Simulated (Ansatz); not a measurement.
# Ti3H: single-point calculation

- system: Ti3H (slab, 4 atoms in the cell)
- method: DFT, PBE, plane waves, PAW, PAW set soft_1, no spin polarisation (Ansatz 0.2.0)

The structure derives from an entry of the Crystallography Open Database. Figures and captions count atoms from 1; the log counts them from 0 in places.

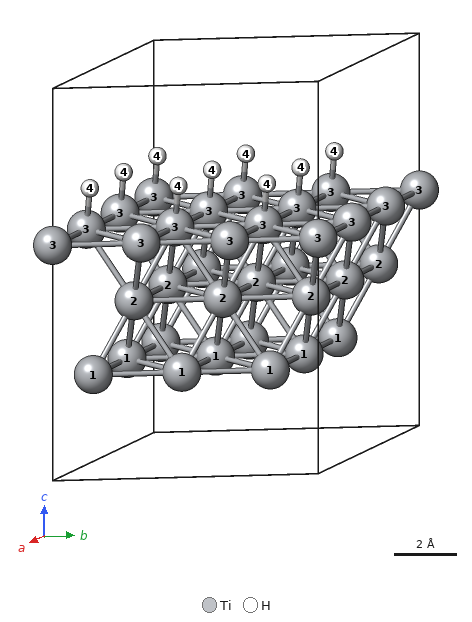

The structure as given in the input (ball-and-stick view of the 3 × 3 repeat of the cell, with the vacuum cut short, seen slightly off an axis; atoms are numbered from 1 in the order of the input). An atom can appear more than once, as a periodic image.

## Input file
```yaml
crystal:
  lattice:
    - [2.9075446931, 0.0, 0.0]
    - [-1.4537723466, 2.5180075669, 0.0]
    - [0.0, 0.0, 19.9935258482]
  atoms:
    - { symbol: Ti, position: [0.6666666667, 0.3333333334, 0.2000647625] }
    - { symbol: Ti, position: [0.3333333333, 0.6666666667, 0.3124429306] }
    - { symbol: Ti, position: [0.0, 0.0, 0.4248138079] }
    - { symbol: H, position: [0.3333333333, 0.1666666666, 0.5011052856] }
basis:
  ecutwfc: 420
kpoints:
  mp_grid: { grid: [11, 11, 1], shift: [0.5, 0.5, 0.0] }
hamiltonian:
  xc: pbe
  pseudopotentials: { kind: paw, azcp: { folder: soft_1 } }
scf:
  occupations: { method: methfessel_paxton, width: 0.1 }
output:
  forces: true
  eigenvalues: true
efield:
  axis: 3
  dipole_correction: true
  ramp_width: 0.04
```

Run as:
```bash
ansatz run input.yaml --threads 1 --pin off --max-ram 3072MiB --backend cpu --events-out ev --progress --plain --runs-dir out
```

## What the program printed
```
Warning: crystal.symmetry: narrowed to the stabiliser of the k-point mesh — unitary ops 2 → 1; excluded 1 operation that carries a point of the 11×11×1 mesh (shift [0.5, 0.5, 0]) off the mesh (the run samples exactly the mesh kpoints.mp_grid names, as under crystal.symmetry.detect: false, and its converged state has the mesh's symmetry, not the crystal's; ε∞, the Born charges and the force constants of a linear response (`dielectric:` by the response, `phonons.method: dfpt`) are averaged over those of the crystal's operations that the state keeps within a tolerance, where `mesh_tensors`, `unaveraged_element` or `gamma_mean_max_change_ev_ang2` stands beside them; a row that `dielectric.field_direction` solves alone is averaged likewise, with nothing beside; a Γ-centred mesh of equal divisions is mapped onto itself by every operation and keeps the whole group, as does a half-shifted one under kpoints.further_shifts: images)
Engine: ansatz 0.2.0, aarch64-unknown-linux-gnu
Pseudopotentials: kind: paw
Pseudopotential: Ti, paw, valence charge 12, recommended cutoff 420 eV (normal), [file]
Pseudopotential: H, paw, valence charge 1, recommended cutoff 420 eV (normal), [file]
Functional definition: PBE
  parameter kappa = 0.804
  parameter beta = 0.06672455060314922
  exchange = pbe_x(kappa = kappa, mu = beta*pi^2/3)
  correlation = pbe_c(beta = beta)
Crystal: 4 atoms, lattice volume = 146.377 Å³
Basis set: ecut = 420 eV, 2839 PW (Γ), exchange–correlation on 40×40×270 points (8 copies of the dense FFT grid, shifted against one another)
Bands: 23, of which v1, the nominal top of the filled ones, is band 19 counted from 1 (18 counted from 0)
Symmetry: 1 space group operations
k-points: 61 of 121 (time reversal used)
Non-local potential: Ti, projectors of the file, l = 0: 3, l = 1: 2, l = 2: 3, l = 3: 1
Non-local potential: H, projectors of the file, l = 0: 2, l = 1: 1
PAW form: soft (Blöchl's): semilocal exchange-correlation on the pseudo side does not see the compensation charge
PAW one-centre angular grid: Ti, 590 points (default); XC on 64 Gauss nodes
PAW one-centre angular grid: H, 110 points (default); XC on 64 Gauss nodes
Initial density: superposition of atomic densities (neutral atoms: chi_scale 0, normalization atom)
Initial wavefunctions: pseudopotential atomic-orbital guess
Functional: x = pbe(κ = 0.804, μ = 0.2195149727645171), c = pbe(β = 0.06672455060314922)
SCF iter   1: F=—  HF=-7515.743434 eV  |F-HF|=—  |Δ(HF+E_count)|=         —  Δρ=5.86e-2  dr2=3.69e1  ethr=3.10e-3  p=0.000 e·Å  D=2.57e-6 V/Å  ΔV_dip=-0.00 eV  dr2_dipole=6.02e0  V_vac-E_F(+/−)=8.11/8.11 eV  ⟨swp⟩=8.0  Hψ=7273  notcnv=0
efield: sawtooth ramp at fractional position 0.8306 (placed from the atoms, in the widest stretch of the axis that holds none; the zero of the levels goes with the place), width 0.0400; the density the first Hamiltonian is built on has a dipole p = 0.000 e·Å; the dipole correction subtracts the counter field D = 2.57e-6 V/Å, which shifts the + side's vacuum level by -0.00 eV against the − side's; the planar-averaged density in the ramp window peaks in size at 3.9e-6 e/Å³
preconditioner: auto → LDOS  [metal: Δε(μ)=0.027 eV  Ē_g=3.047 eV  σ=0.100 eV  W_gap=0.23  n_scr=12 (ndim 8)  ℏωp=11.1 eV  f_vac=0.522  D(μ)=2.62/eV (n_scr^D=10)  β→1.0]
SCF iter   2: F=—  HF=-7530.175447 eV  |F-HF|=—  |Δ(HF+E_count)|=    1.44e1  S|Δr|=    0.00e0  Δρ=1.15e-1  dr2=6.46e2  ethr=3.10e-3  p=-0.450 e·Å  D=-5.57e-1 V/Å  ΔV_dip=11.13 eV  dr2_dipole=4.06e2  V_vac-E_F(+/−)=6.59/-4.54 eV  ⟨swp⟩=13.9  Hψ=12718  notcnv=0  defer=15  recentre
SCF iter   3: F=—  HF=-7514.148431 eV  |F-HF|=—  |Δ(HF+E_count)|=    1.60e1  S|Δr|=    0.00e0  Δρ=3.61e-2  dr2=1.73e1  ethr=3.10e-3  p=-0.031 e·Å  D=-3.85e-2 V/Å  ΔV_dip=0.77 eV  dr2_dipole=3.88e0  V_vac-E_F(+/−)=7.82/7.09 eV  ⟨swp⟩=10.5  Hψ=8962  notcnv=0  defer=9
SCF iter   4: F=—  HF=-7513.335047 eV  |F-HF|=—  |Δ(HF+E_count)|=   8.13e-1  S|Δr|=    0.00e0  Δρ=7.79e-3  dr2=3.47e-1  ethr=3.10e-3  p=0.163 e·Å  D=2.02e-1 V/Å  ΔV_dip=-4.03 eV  dr2_dipole=1.15e-1  V_vac-E_F(+/−)=6.14/10.13 eV  ⟨swp⟩=5.2  Hψ=3416  notcnv=0  defer=8
SCF iter   5: F=—  HF=-7513.227180 eV  |F-HF|=—  |Δ(HF+E_count)|=   1.08e-1  S|Δr|=    0.00e0  Δρ=5.14e-3  dr2=2.50e-1  ethr=9.37e-4  p=0.082 e·Å  D=1.02e-1 V/Å  ΔV_dip=-2.03 eV  dr2_dipole=2.01e-5  V_vac-E_F(+/−)=6.04/8.04 eV  ⟨swp⟩=2.8  Hψ=2035  notcnv=0  defer=5
SCF iter   6: F=—  HF=-7513.181791 eV  |F-HF|=—  |Δ(HF+E_count)|=   4.54e-2  S|Δr|=    0.00e0  Δρ=4.51e-3  dr2=1.17e-1  ethr=6.75e-4  p=-0.080 e·Å  D=-9.86e-2 V/Å  ΔV_dip=1.97 eV  dr2_dipole=2.56e-2  V_vac-E_F(+/−)=5.31/3.36 eV  ⟨swp⟩=2.9  Hψ=2266  notcnv=0  defer=4
SCF iter   7: F=—  HF=-7513.182044 eV  |F-HF|=—  |Δ(HF+E_count)|=   2.52e-4  S|Δr|=    0.00e0  Δρ=1.35e-3  dr2=3.06e-2  ethr=3.17e-4  p=-0.105 e·Å  D=-1.30e-1 V/Å  ΔV_dip=2.60 eV  dr2_dipole=2.80e-2  V_vac-E_F(+/−)=5.66/3.07 eV  ⟨swp⟩=2.2  Hψ=2467  notcnv=0  defer=4
SCF iter   8: F=—  HF=-7513.172411 eV  |F-HF|=—  |Δ(HF+E_count)|=   9.63e-3  S|Δr|=    0.00e0  Δρ=7.22e-4  dr2=4.69e-3  ethr=8.26e-5  p=-0.069 e·Å  D=-8.48e-2 V/Å  ΔV_dip=1.70 eV  dr2_dipole=1.02e-3  V_vac-E_F(+/−)=5.59/3.90 eV  ⟨swp⟩=2.1  Hψ=1727  notcnv=0  defer=3
SCF iter   9: F=—  HF=-7513.171382 eV  |F-HF|=—  |Δ(HF+E_count)|=   1.03e-3  S|Δr|=    0.00e0  Δρ=3.28e-4  dr2=2.90e-3  ethr=1.27e-5  p=-0.035 e·Å  D=-4.34e-2 V/Å  ΔV_dip=0.87 eV  dr2_dipole=1.31e-3  V_vac-E_F(+/−)=5.65/4.78 eV  ⟨swp⟩=2.7  Hψ=1891  notcnv=0  defer=3
SCF iter  10: F=—  HF=-7513.171223 eV  |F-HF|=—  |Δ(HF+E_count)|=   1.59e-4  S|Δr|=    0.00e0  Δρ=1.07e-4  dr2=2.00e-4  ethr=7.84e-6  p=-0.040 e·Å  D=-4.97e-2 V/Å  ΔV_dip=0.99 eV  dr2_dipole=1.20e-4  V_vac-E_F(+/−)=5.64/4.64 eV  ⟨swp⟩=1.7  Hψ=1522  notcnv=0  defer=2
SCF iter  11: F=—  HF=-7513.171229 eV  |F-HF|=—  |Δ(HF+E_count)|=   6.20e-6  S|Δr|=    0.00e0  Δρ=4.56e-5  dr2=8.86e-6  ethr=5.40e-7  p=-0.042 e·Å  D=-5.19e-2 V/Å  ΔV_dip=1.04 eV  dr2_dipole=2.79e-6  V_vac-E_F(+/−)=5.64/4.60 eV  ⟨swp⟩=2.1  Hψ=1835  notcnv=0  defer=2
SCF iter  12: F=—  HF=-7513.171267 eV  |F-HF|=—  |Δ(HF+E_count)|=   3.82e-5  S|Δr|=    0.00e0  Δρ=1.45e-5  dr2=3.17e-6  ethr=2.40e-8  p=-0.042 e·Å  D=-5.24e-2 V/Å  ΔV_dip=1.05 eV  dr2_dipole=1.71e-6  V_vac-E_F(+/−)=5.64/4.59 eV  ⟨swp⟩=2.3  Hψ=1680  notcnv=0  defer=2
SCF iter  13: F=-7513.171268 eV  HF=-7513.171268 eV  |F-HF|=6.81e-9  |Δ(HF+E_count)|=   3.52e-7  S|Δr|=    0.00e0  Δρ=4.43e-6  dr2=4.38e-8  ethr=2.70e-10  p=-0.043 e·Å  D=-5.26e-2 V/Å  ΔV_dip=1.05 eV  dr2_dipole=9.10e-9  V_vac-E_F(+/−)=5.64/4.59 eV  ⟨swp⟩=11.6  Hψ=10216  notcnv=0
SCF 1 converged in 13 iterations: F = -7513.171268 eV  dr2 = 4.38e-8
  greatest PAW one-centre occupation: 0.999 electrons in one spin orbital (limit 2), on the Ti atom at site 1 (counted from 0), in its partial waves of l = 0
```

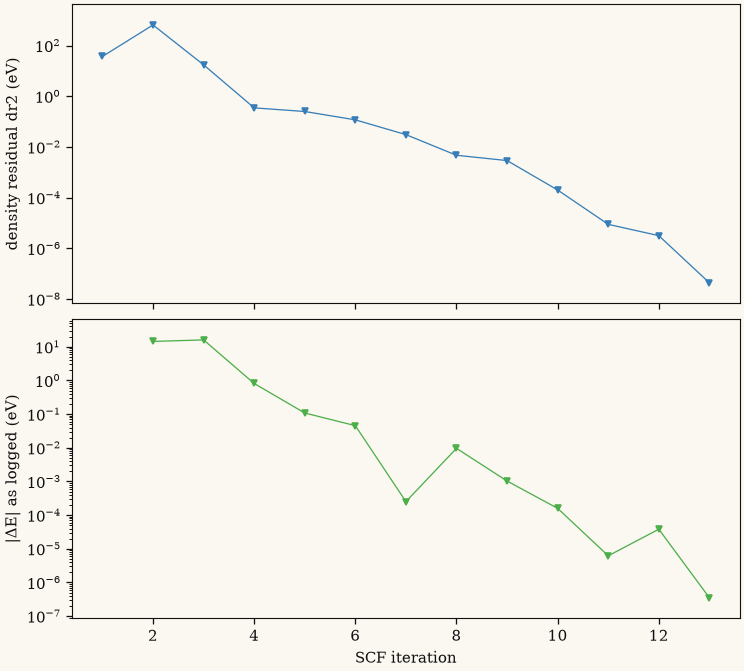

Convergence of the self-consistent field: density residual dr2 and size of the energy change against the SCF iteration. The residual comes down, with one marked jump up, by a factor of about 20, at step 2.

```
SCF converged after 13 iterations
Stability not checked: this state was not tested for a lower state beside it, because cold or Methfessel-Paxton smearing, or corrected tetrahedra, fill the levels in a way that the test cannot read (fill_not_monotonic; see scf.lower_state_search)
Free energy (F): -7513.171268 eV
Harris-Foulkes:  -7513.171268 eV  (|F-HF|=6.81e-9)
Internal energy: -7513.171387 eV  (E = F + TS)
E sigma→0 (E₀):  -7513.171298 eV
Entropy (-TS):   0.000119 eV (0.030 meV/atom)
Fermi energy:    1.630953 eV
Dipole field:    D = -0.052449 V/Å  (p = -0.042428 e·Å, saw-weighted, corrected)
Work function:   Φ+ = 5.6364 eV   Φ− = 4.5876 eV
Levels:          The Fermi level and band energies are counted from a zero that moves with the ramp; work functions are not
--- Per-component energies (eV) ---
  E_band       = -895.284839
  E_kinetic    = 857.029865
  E_local      = -27318.024699  (includes V_loc(G=0)·N_el)
  E_nonlocal   = 182.844704
  E_hartree    = 13176.876193
  E_xc         = -356.140121
  E_vxc        = -446.157593  (∫ρ·V_xc dr)
  E_paw        = -3127.662157  (= ΣΔE_a)
  E_vpaw       = -523.442909  (= ΣTr[D̂ρ^β])
  E_aug_tail   = -0.001130  (compensation charges beyond the density's cutoff)
  E_efield     = 0.001113  (sawtooth field / dipole correction)
  E_vefield    = -1.279941  (∫n·V_field dr)
  E_ewald      = 9071.904845
  E_smearing   = 0.000119  (= −TS)
  E_closure    = 0.000000  (closes the sum)
  Σ components = -7513.171268   (vs F -7513.171268, Δ=0.00e0)
--- Forces (eV/Å), atoms counted from 1 ---
  atom   1  Ti     0.00387469    -0.00193854     0.08540055
  atom   2  Ti     0.02036291     0.01905548    -0.42081148
  atom   3  Ti    -1.19222143    -0.69034257     0.35126949
  atom   4  H      1.16798725     0.67322841    -0.01597577
  max |Σ_I F_I| component: 1.17e-4 eV/Å
--- Band table (eV; the first three rows and the last of 61) ---
  k-point 0: bands = ["-55.2000", "-55.1427", "-54.8677", "-31.6722", "-31.4791", "-31.2284", "-31.1604", "-31.1476", "-31.1331", "-30.9878", "-30.8831", "-30.8620", "-4.1013", "-3.0553", "-1.5505", "-0.5416", "1.5473", "2.0022", "2.2780", "2.3358", "2.4319", "2.4812", "2.5904"]
  k-point 1: bands = ["-55.1840", "-55.1269", "-54.8551", "-31.6407", "-31.4794", "-31.3167", "-31.2568", "-31.1817", "-31.1552", "-30.9852", "-30.9630", "-30.8827", "-3.5865", "-2.5978", "-1.1347", "-0.2194", "1.3701", "1.5174", "1.9466", "2.0544", "2.3707", "2.6599", "2.8138"]
  k-point 2: bands = ["-55.1605", "-55.1035", "-54.8366", "-31.6020", "-31.5023", "-31.4302", "-31.3906", "-31.2177", "-31.1889", "-31.0683", "-30.9940", "-30.9121", "-2.7892", "-1.9093", "-0.6336", "0.1997", "0.9017", "1.2144", "1.6317", "1.8386", "2.3035", "2.7577", "2.9801"]
  k-point 60: bands = ["-55.1173", "-55.0599", "-54.8027", "-31.7400", "-31.6532", "-31.5865", "-31.4092", "-31.2696", "-31.2413", "-31.2092", "-31.0329", "-30.9599", "-1.3404", "-0.8306", "-0.3839", "0.0351", "0.2600", "0.9586", "2.0645", "2.4228", "2.6147", "3.0650", "3.2894"]
```

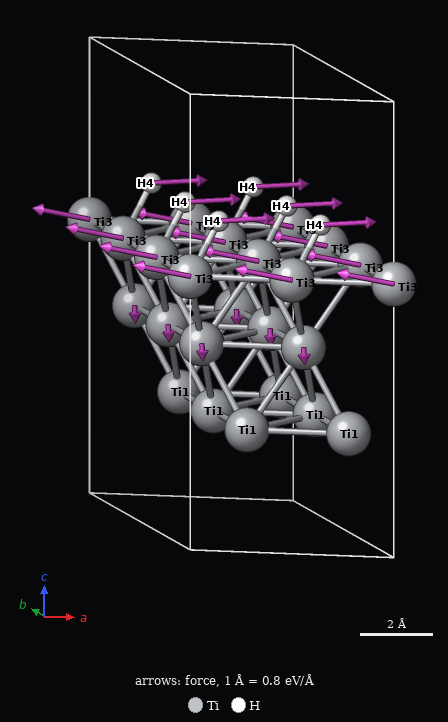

Forces on the atoms as pink arrows (ball-and-stick view of the 2 × 3 repeat of the cell, with the vacuum cut short, seen slightly off an axis; atoms are numbered from 1 in the order of the input); the smallest are left out. The largest act on Ti3 (1.42 eV/Å); H4 (1.35 eV/Å). The geometry is not a stationary point of this energy.

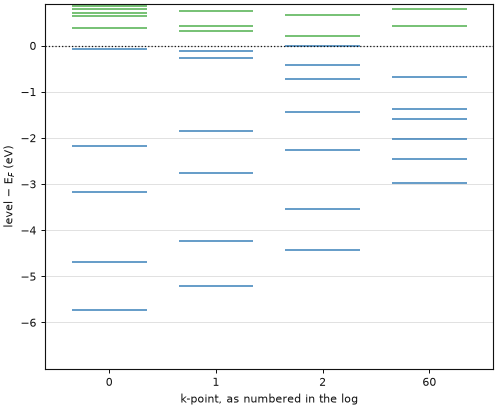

Kohn–Sham levels near the Fermi level (dotted) at the few k-points that the log prints; levels within 0.02 eV of each other stand side by side. The system is metallic on the full mesh.

## Key numbers

```tsv
quantity	value
outcome	converged
electrons treated	37
free energy	−7513.1713 eV
Fermi energy	1.631 eV
gap on the k-point mesh	none (metallic)
largest force (length of the vector)	1.422 eV/Å
hardware	1 thread of Arm Neoverse V1, 24 GiB of memory available, shared host
wall time	40 s
peak memory	0.42 GiB
```

## Remarks

Settings chosen away from the usual ones: kpoints.mp_grid.shift set to [0.5, 0.5, 0.0]; scf.occupations.method set to methfessel_paxton (from gaussian); kpoints.mp_grid.grid set to [11, 11, 1] (from [9, 9, 1]). Notes on the run: the k-point mesh lowers the symmetry that the run can use.
